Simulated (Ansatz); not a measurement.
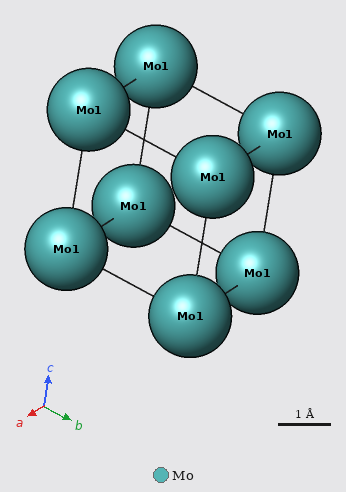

**Figure 1.** The structure (spheres-only view of the cell of the calculation, seen at an oblique angle; atoms are numbered from 1 in the order of the input). An atom can appear more than once, as a periodic image.

# What a change does: single-point calculation on Mo

System: Mo (1 atom in the cell).
Method of the first run: DFT r2SCAN, scalar-relativistic, plane waves, PAW, no spin polarisation (Ansatz 0.2.0).

The structure derives from an entry of the Crystallography Open Database. Text and figures count atoms from 1; the logs count them from 0 in places.

## Input, the first run
```yaml
crystal:
  lattice:
    - [-1.5752131668, 1.5752131668, 1.5752131668]
    - [1.5752131668, -1.5752131668, 1.5752131668]
    - [1.5752131668, 1.5752131668, -1.5752131668]
  atoms:
    - { symbol: Mo, position: [0.0, 0.0, 0.0] }
basis:
  ecutwfc: 500
kpoints:
  mp_grid: { grid: [26, 26, 26] }
hamiltonian:
  xc: r2scan
scf:
  occupations: { method: gaussian, width: 0.15 }
output:
  forces: true
  stress: true
  eigenvalues: true
```

Launched with:
```bash
ansatz run input.yaml --threads 1 --pin off --max-ram 2560MiB --backend cpu --events-out ev --progress --plain --runs-dir out
```

Hardware: 1 thread of Intel Xeon @ 2.50GHz (Skylake/Cascade Lake), 189 GiB of memory available, shared host.

## Output, shortened to warnings, some set-up lines, iterations and results (the first run)
```
Basis set: ecut = 500 eV, 381 PW (Γ), exchange–correlation on 80×80×80 points (64 copies of the dense FFT grid, shifted against one another)
Symmetry: 48 space group operations
k-points: 511 of 17576
Initial density: superposition of atomic densities (neutral atoms: chi_scale 0, normalization atom), corrected by the library's trained network
[...]
SCF iter   1: F=—  HF=-4967.601246 eV  |F-HF|=—  |Δ(HF+E_count)|=         —  Δρ=9.53e-3  dr2=1.09e-2  dr2_τ=2.01e-2  ethr=1.77e-3  ⟨swp⟩=5.0  Hψ=33993  notcnv=0
SCF iter   2: F=—  HF=-4967.600823 eV  |F-HF|=—  |Δ(HF+E_count)|=   4.23e-4  Δρ=3.20e-3  dr2=2.96e-4  dr2_τ=4.54e-4  ethr=7.80e-5  ⟨swp⟩=2.5  Hψ=13261  notcnv=0
SCF iter   3: F=—  HF=-4967.601075 eV  |F-HF|=—  |Δ(HF+E_count)|=   2.52e-4  Δρ=1.44e-3  dr2=5.88e-5  dr2_τ=1.50e-5  ethr=2.11e-6  ⟨swp⟩=1.1  Hψ=5760  notcnv=0
SCF iter   4: F=—  HF=-4967.601141 eV  |F-HF|=—  |Δ(HF+E_count)|=   6.64e-5  Δρ=5.93e-5  dr2=2.06e-7  dr2_τ=4.58e-8  ethr=4.20e-7  ⟨swp⟩=3.0  Hψ=9426  notcnv=0
SCF iter   5: F=-4967.601141 eV  HF=-4967.601141 eV  |F-HF|=1.56e-9  |Δ(HF+E_count)|=   4.78e-8  Δρ=7.57e-6  dr2=5.67e-9  dr2_τ=2.19e-9  ethr=1.47e-9  ⟨swp⟩=2.1  Hψ=8484  …
SCF iter   6: F=-4967.601141 eV  HF=-4967.601141 eV  |F-HF|=8.19e-12  |Δ(HF+E_count)|=  4.57e-10  Δρ=9.48e-7  dr2=7.18e-11  dr2_τ=9.22e-12  ethr=4.05e-11  ⟨swp⟩=1.8  Hψ=17346 …
SCF 1 converged in 6 iterations: F = -4967.601141 eV  dr2 = 7.18e-11
SCF converged after 6 iterations
Free energy (F): -4967.601141 eV
Harris-Foulkes:  -4967.601141 eV  (|F-HF|=8.19e-12)
Internal energy: -4967.595916 eV  (E = F + TS)
E sigma→0 (E₀):  -4967.598528 eV
Entropy (-TS):   -0.005226 eV (-5.226 meV/atom)
Fermi energy:    21.046353 eV
--- Per-component energies (eV) ---
  E_band       = -67.644847
  E_kinetic    = 439.904517
  E_local      = -781.299394  (includes V_loc(G=0)·N_el)
  E_nonlocal   = 142.161881
  E_hartree    = 257.696109
  E_xc         = -178.575855
  E_vxc        = -256.374962  (∫ρ·V_xc dr)
  E_paw        = -3217.146153  (= ΣΔE_a)
  E_vpaw       = -144.415833  (= ΣTr[D̂ρ^β])
  E_aug_tail   = 0.000003  (compensation charges beyond the density's cutoff)
  E_vtau       = 16.986509  (kinetic-family band-sum trace: ∫τ·v_τ [+ j·A + Jᵃ·Aᵃ] dr)
  E_ewald      = -1630.115820
  E_core_change = -0.221204  (= ΣΔE_core)
  E_smearing   = -0.005226  (= −TS)
  E_closure    = -0.000000  (closes the sum)
  Σ components = -4967.601141   (vs F -4967.601141, Δ=0.00e0)
--- Forces (eV/Å), atoms counted from 1 ---
  atom   1  Mo     0.00000000     0.00000000     0.00000000
  max |Σ_I F_I| component: 5.96e-32 eV/Å
--- Stress (GPa, compression-positive) ---
        0.079722       0.000000      -0.000000
        0.000000       0.079722      -0.000000
       -0.000000      -0.000000       0.079722
  P = ⅓ Tr σ = 0.0797 GPa (0.797 kbar)
```

For the second run the input was changed thus:
```diff
-  mp_grid: { grid: [26, 26, 26] }
+  mp_grid: { grid: [30, 30, 30] }
```

How does the second run compare with the first run?

The free energy of the second run is 0.14 meV per atom higher, which measures how much it depends on this numerical setting. The number of SCF iterations is the same. The irreducible k-points go from 511 to 752. On the same kind of shared host the second run took about 1.7 times as long.

## Output, shortened to warnings, some set-up lines, iterations and results (the second run)
```
Basis set: ecut = 500 eV, 381 PW (Γ), exchange–correlation on 80×80×80 points (64 copies of the dense FFT grid, shifted against one another)
Symmetry: 48 space group operations
k-points: 752 of 27000
Initial density: superposition of atomic densities (neutral atoms: chi_scale 0, normalization atom), corrected by the library's trained network
[...]
SCF iter   1: F=—  HF=-4967.601193 eV  |F-HF|=—  |Δ(HF+E_count)|=         —  Δρ=9.54e-3  dr2=1.11e-2  dr2_τ=2.00e-2  ethr=1.77e-3  ⟨swp⟩=5.0  Hψ=50038  notcnv=0
SCF iter   2: F=—  HF=-4967.600692 eV  |F-HF|=—  |Δ(HF+E_count)|=   5.00e-4  Δρ=3.16e-3  dr2=2.86e-4  dr2_τ=4.60e-4  ethr=7.91e-5  ⟨swp⟩=2.5  Hψ=19553  notcnv=0
SCF iter   3: F=—  HF=-4967.600939 eV  |F-HF|=—  |Δ(HF+E_count)|=   2.47e-4  Δρ=1.44e-3  dr2=5.86e-5  dr2_τ=1.50e-5  ethr=2.04e-6  ⟨swp⟩=1.0  Hψ=8412  notcnv=0
SCF iter   4: F=—  HF=-4967.601006 eV  |F-HF|=—  |Δ(HF+E_count)|=   6.69e-5  Δρ=5.90e-5  dr2=2.08e-7  dr2_τ=4.55e-8  ethr=4.19e-7  ⟨swp⟩=3.0  Hψ=13843  notcnv=0
SCF iter   5: F=-4967.601006 eV  HF=-4967.601006 eV  |F-HF|=2.26e-9  |Δ(HF+E_count)|=   4.31e-8  Δρ=8.06e-6  dr2=6.73e-9  dr2_τ=2.41e-9  ethr=1.49e-9  ⟨swp⟩=2.1  Hψ=12655  …
SCF iter   6: F=-4967.601006 eV  HF=-4967.601006 eV  |F-HF|=2.18e-11  |Δ(HF+E_count)|=  1.73e-11  Δρ=1.04e-6  dr2=9.63e-11  dr2_τ=8.92e-12  ethr=4.81e-11  ⟨swp⟩=2.0  Hψ=25593 …
SCF 1 converged in 6 iterations: F = -4967.601006 eV  dr2 = 9.63e-11
SCF converged after 6 iterations
Free energy (F): -4967.601006 eV
Harris-Foulkes:  -4967.601006 eV  (|F-HF|=2.18e-11)
Internal energy: -4967.595180 eV  (E = F + TS)
E sigma→0 (E₀):  -4967.598093 eV
Entropy (-TS):   -0.005826 eV (-5.826 meV/atom)
Fermi energy:    21.059945 eV
--- Per-component energies (eV) ---
  E_band       = -67.647901
  E_kinetic    = 439.904100
  E_local      = -781.294528  (includes V_loc(G=0)·N_el)
  E_nonlocal   = 142.160800
  E_hartree    = 257.691826
  E_xc         = -178.574544
  E_vxc        = -256.373803  (∫ρ·V_xc dr)
  E_paw        = -3217.145814  (= ΣΔE_a)
  E_vpaw       = -144.415255  (= ΣTr[D̂ρ^β])
  E_aug_tail   = 0.000003  (compensation charges beyond the density's cutoff)
  E_vtau       = 16.986866  (kinetic-family band-sum trace: ∫τ·v_τ [+ j·A + Jᵃ·Aᵃ] dr)
  E_ewald      = -1630.115820
  E_core_change = -0.221204  (= ΣΔE_core)
  E_smearing   = -0.005826  (= −TS)
  E_closure    = -0.000000  (closes the sum)
  Σ components = -4967.601006   (vs F -4967.601006, Δ=0.00e0)
--- Forces (eV/Å), atoms counted from 1 ---
  atom   1  Mo    -0.00000000     0.00000000    -0.00000000
  max |Σ_I F_I| component: 4.31e-32 eV/Å
--- Stress (GPa, compression-positive) ---
        0.062468       0.000000       0.000000
       -0.000000       0.062468       0.000000
       -0.000000      -0.000000       0.062468
  P = ⅓ Tr σ = 0.0625 GPa (0.625 kbar)
```

## The two runs side by side

```csv
quantity,the first run,the second run
outcome,converged,converged
free energy per atom (eV),−4967.6011,−4967.6010
"energy per atom, smearing taken to zero (eV)",−4967.5985,−4967.5981
gap on the mesh (eV),0.00,0.00
pressure (GPa),0.08,0.06
largest force (eV/Å),0.000,0.000
SCF iterations,6,6
irreducible k-points,511,752
plane waves at Γ,381,381
wall time (shared host),20 s,33 s
```
